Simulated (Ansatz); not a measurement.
# A series of single points on Cd₃Se

System: Cd₃Se (I4/mmm, 4 atoms in the cell).
Method: Kohn-Sham DFT of a periodic cell, PBE, Ansatz PAW, no spin polarisation (Ansatz 0.2.0).

The 6 runs differ only in the geometry, by an even scaling of the cell at fixed fractional positions. The structure derives from a Materials Project entry.

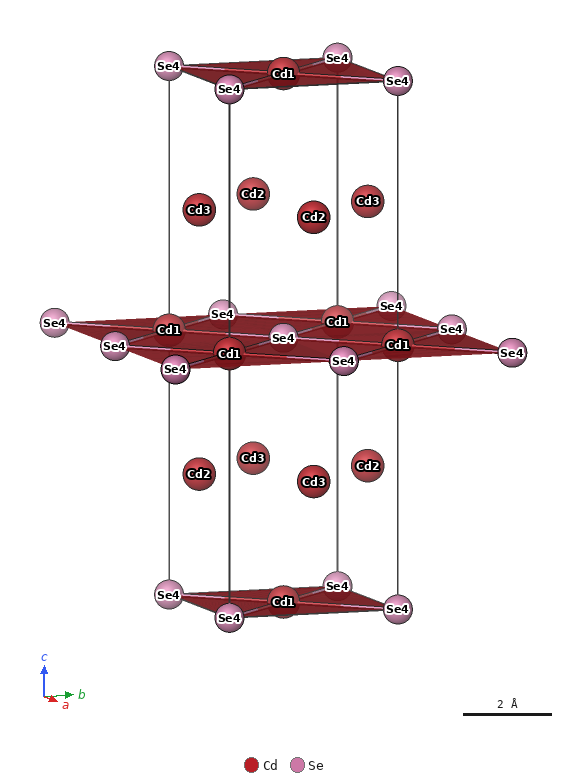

Figure 1. The structure of run 4 (polyhedral view of the cell 2 times as large as that of the calculation, set on its symmetry axes, seen slightly off an axis; polyhedra are completed across the faces of the cell; atoms are numbered from 1 in the order of the input).

## Input of run 4
```yaml
crystal:
  lattice:
    - [-2.0544696389, 2.0544696389, 6.1273929629]
    - [2.0544696389, -2.0544696389, 6.1273929629]
    - [2.0544696389, 2.0544696389, -6.1273929629]
  atoms:
    - { symbol: Cd, position: [0.5, 0.5, 0.0] }
    - { symbol: Cd, position: [0.25, 0.75, 0.5] }
    - { symbol: Cd, position: [0.75, 0.25, 0.5] }
    - { symbol: Se, position: [0.0, 0.0, 0.0] }
hamiltonian:
  xc: pbe
  pseudopotentials: { kind: paw }
kpoints:
  mp_grid: { grid: [9, 9, 9] }
scf:
  occupations: { method: fermi_dirac, width: 0.05 }
output:
  forces: true
  stress: true
  eigenvalues: true
```

Command:
```bash
ansatz run input.yaml --threads 2 --pin off --max-ram 5120MiB --backend cpu --events-out ev --progress --plain --runs-dir out
```

Run 3 differs from it as follows:
```diff
-    - [-2.0544696389, 2.0544696389, 6.1273929629]
-    - [2.0544696389, -2.0544696389, 6.1273929629]
-    - [2.0544696389, 2.0544696389, -6.1273929629]
+    - [-2.040953, 2.040953, 6.08708]
+    - [2.040953, -2.040953, 6.08708]
+    - [2.040953, 2.040953, -6.08708]
```

## Results, with one run withheld

```tsv
run	volume per atom (Å³)	free energy per atom, from the lowest run given (meV)	pressure (GPa)
1	23.834	7.70	2.22
2	24.849	0.00	0.29
3	25.356	?	?
4	25.863	3.10	−1.21
5	26.370	7.92	−1.82
6	26.877	14.56	−2.36
```

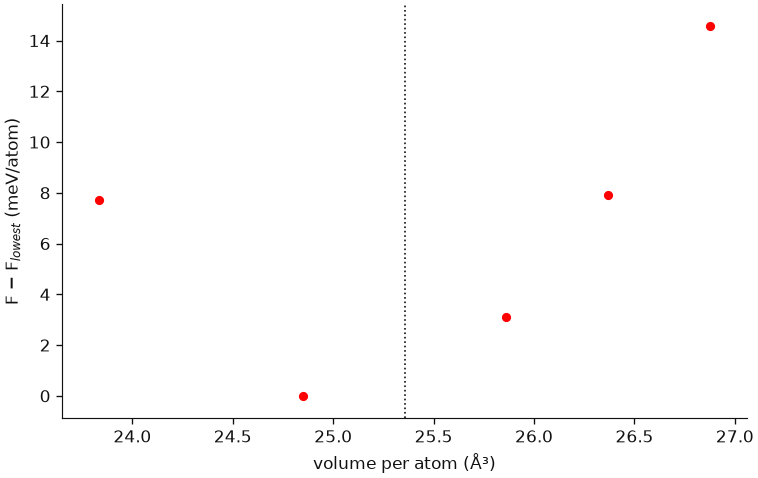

Figure 2. Free energy per atom of the runs given; the dotted line marks run 3.

What should run 3 give?

A cubic polynomial in V^(−2/3) (the Birch–Murnaghan form), fitted to the 5 runs given, misses them by under 0.01 meV per atom. With x = V^(−2/3) − 0.11537 Å⁻², it reads F = 1.0032 − 1534.7 x + 5.0197e+05 x² + 2.8603e+06 x³ (meV per atom). At run 3 it gives 0.37 meV per atom, and the run itself gives 0.37. The slope of the fit gives a pressure −dF/dV of −0.51 GPa there, and the run prints −0.51 GPa. The fit has its minimum at 25.026 Å³ per atom, where V d²F/dV² gives 40 GPa. Cell shape and fractional positions are held, so this is the stiffness under even scaling; the relaxed bulk modulus wasn't computed and can be far lower in a crystal of layers, chains or molecules like this one.

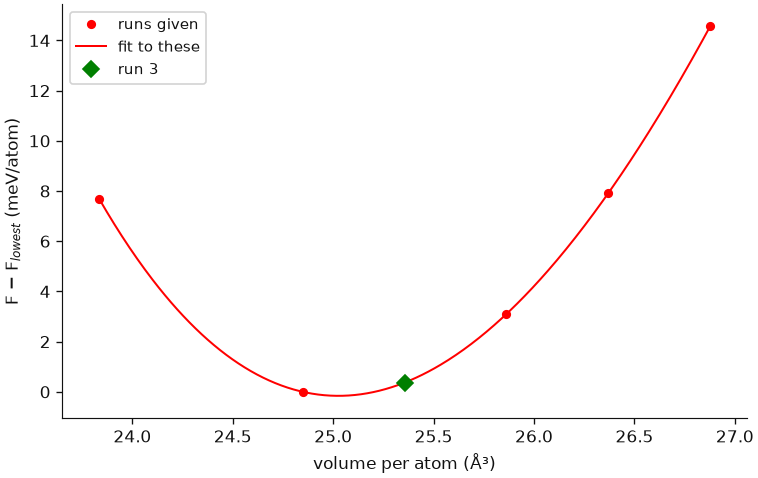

Figure 3. The fit and the withheld run.

## Output, shortened to warnings, some set-up lines, iterations and results (run 3)
```
Basis set: ecut = 420 eV, 2001 PW (Γ), FFT grids on a1+a3, a2+a3, a3, exchange–correlation on 60×60×96 points (8 copies of the dense FFT grid, shifted against one another)
Symmetry: 16 space group operations
k-points: 75 of 729
Initial density: superposition of atomic densities (neutral atoms: chi_scale 0, normalization atom), corrected by the library's trained network
[...]
SCF iter   1: F=—  HF=-30232.665665 eV  |F-HF|=—  |Δ(HF+E_count)|=         —  Δρ=2.16e-3  dr2=5.23e-3  ethr=1.77e-3  ⟨swp⟩=6.2  Hψ=12175  notcnv=0  defer=24
SCF iter   2: F=—  HF=-30232.665934 eV  |F-HF|=—  |Δ(HF+E_count)|=   2.69e-4  Δρ=1.30e-3  dr2=2.23e-3  ethr=6.88e-6  ⟨swp⟩=2.4  Hψ=5268  notcnv=0  defer=71
SCF iter   3: F=—  HF=-30232.665420 eV  |F-HF|=—  |Δ(HF+E_count)|=   5.14e-4  Δρ=2.96e-4  dr2=2.33e-4  ethr=2.93e-6  ⟨swp⟩=2.0  Hψ=4872  notcnv=0  defer=71
SCF iter   4: F=—  HF=-30232.665389 eV  |F-HF|=—  |Δ(HF+E_count)|=   3.15e-5  Δρ=1.55e-4  dr2=7.98e-5  ethr=3.06e-7  ⟨swp⟩=2.0  Hψ=4402  notcnv=0  defer=71
SCF iter   5: F=—  HF=-30232.665391 eV  |F-HF|=—  |Δ(HF+E_count)|=   1.67e-6  Δρ=6.58e-5  dr2=5.34e-6  ethr=1.05e-7  ⟨swp⟩=2.0  Hψ=5250  notcnv=0  defer=71
SCF iter   6: F=—  HF=-30232.665387 eV  |F-HF|=—  |Δ(HF+E_count)|=   3.10e-6  Δρ=3.17e-5  dr2=1.39e-6  ethr=7.02e-9  ⟨swp⟩=2.0  Hψ=5243  notcnv=0  defer=71
SCF iter   7: F=—  HF=-30232.665387 eV  |F-HF|=—  |Δ(HF+E_count)|=   8.33e-9  Δρ=1.05e-5  dr2=2.79e-7  ethr=1.83e-9  ⟨swp⟩=2.0  Hψ=5069  notcnv=0  defer=71
SCF iter   8: F=-30232.665387 eV  HF=-30232.665387 eV  |F-HF|=7.69e-9  |Δ(HF+E_count)|=   4.02e-8  Δρ=3.88e-6  dr2=2.90e-8  ethr=1.32e-10  ⟨swp⟩=8.5  Hψ=12457  notcnv=0
SCF 1 converged in 8 iterations: F = -30232.665387 eV  dr2 = 2.90e-8
SCF converged after 8 iterations
Free energy (F): -30232.665387 eV
Harris-Foulkes:  -30232.665387 eV  (|F-HF|=7.69e-9)
Internal energy: -30232.656940 eV  (E = F + TS)
E sigma→0 (E₀):  -30232.661164 eV
Entropy (-TS):   -0.008447 eV (-2.112 meV/atom)
Fermi energy:    10.684923 eV
--- Per-component energies (eV) ---
  E_band       = -1731.844736
  E_kinetic    = 1631.624955
  E_local      = -12151.392290  (includes V_loc(G=0)·N_el)
  E_nonlocal   = -497.810547
  E_hartree    = 5724.154507
  E_xc         = -633.415789
  E_vxc        = -761.643318  (∫ρ·V_xc dr)
  E_paw        = -14160.129757  (= ΣΔE_a)
  E_vpaw       = -1400.926860  (= ΣTr[D̂ρ^β])
  E_aug_tail   = -0.000539  (compensation charges beyond the density's cutoff)
  E_ewald      = -10145.687478
  E_smearing   = -0.008447  (= −TS)
  E_closure    = -0.000000  (closes the sum)
  Σ components = -30232.665387   (vs F -30232.665387, Δ=0.00e0)
--- Forces (eV/Å), atoms counted from 1 ---
  atom   1  Cd    -0.00000000     0.00000000     0.00000000
  atom   2  Cd     0.00000000     0.00000000     0.00000000
  atom   3  Cd     0.00000000     0.00000000     0.00000000
  atom   4  Se     0.00000000     0.00000000    -0.00000000
  max |Σ_I F_I| component: 1.51e-28 eV/Å
--- Stress (GPa, compression-positive) ---
       -0.956928       0.000000      -0.000000
        0.000000      -0.956928      -0.000000
        0.000000       0.000000       0.393290
  P = ⅓ Tr σ = -0.5069 GPa (-5.069 kbar)
```
